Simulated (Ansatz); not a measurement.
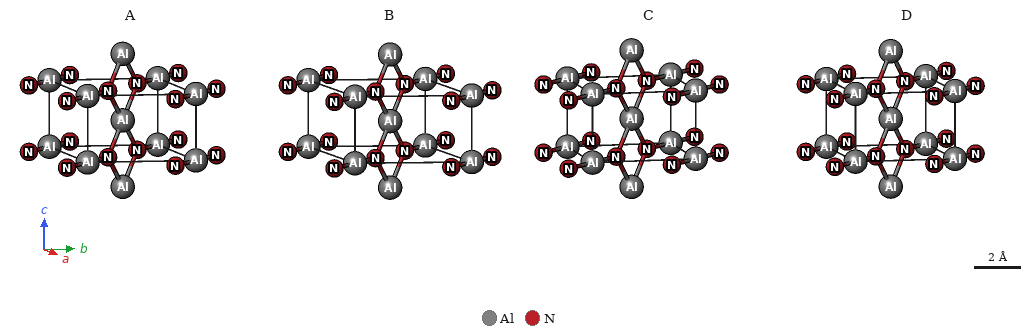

4 geometries from one relaxation of solid AlN (a generated structure, set up in Cmmm) (coarse preliminary run), in shuffled order. The picture is a ball-and-stick view of the cell of the calculation, seen slightly off an axis.

All numbers below come from Ansatz, DFT PBE, scalar-relativistic, plane waves, PAW. Settings: plane-wave cutoff 420 eV; k-point mesh 4 × 4 × 6; occupations gaussian; smearing width 0.1 eV; no spin polarisation; cell and atoms relaxed; force threshold 0.04 eV/Å; at most 70 steps.

Question: Put them in the order of the run, from the start to the converged end.

Answer: C, D, A, B. They are steps 0, 2, 5, 13, at +354 meV per atom, +51.0 meV per atom, +18.1 meV per atom relative to the last. After 10 accepted moves (13 points after the start) the energy has fallen by 354 meV per atom. The largest force component goes from 1.2 to 0.0025 eV/Å. Pressure: −16.03 GPa at the start and 0.08 GPa at the end. The SCF was repeated 3 times at an unchanged geometry on a basis and grid sized afresh for the cell, which shifted the energy by 8.5 meV per atom at most. The largest moves relative to the cell, 0.078 Å, are those of N atoms. Al stays in place. Cell: a = b 4.658 → 5.136 Å (+10.3 %), c 3.028 → 2.953 Å (−2.5 %), γ 90.0° → 70.5°. Volume +11.8 %. Some distances before and after: Al–N 2.009 → 1.730 Å, Al–N 1.985 → 1.925 Å. The space group stays Cmmm (No. 65).
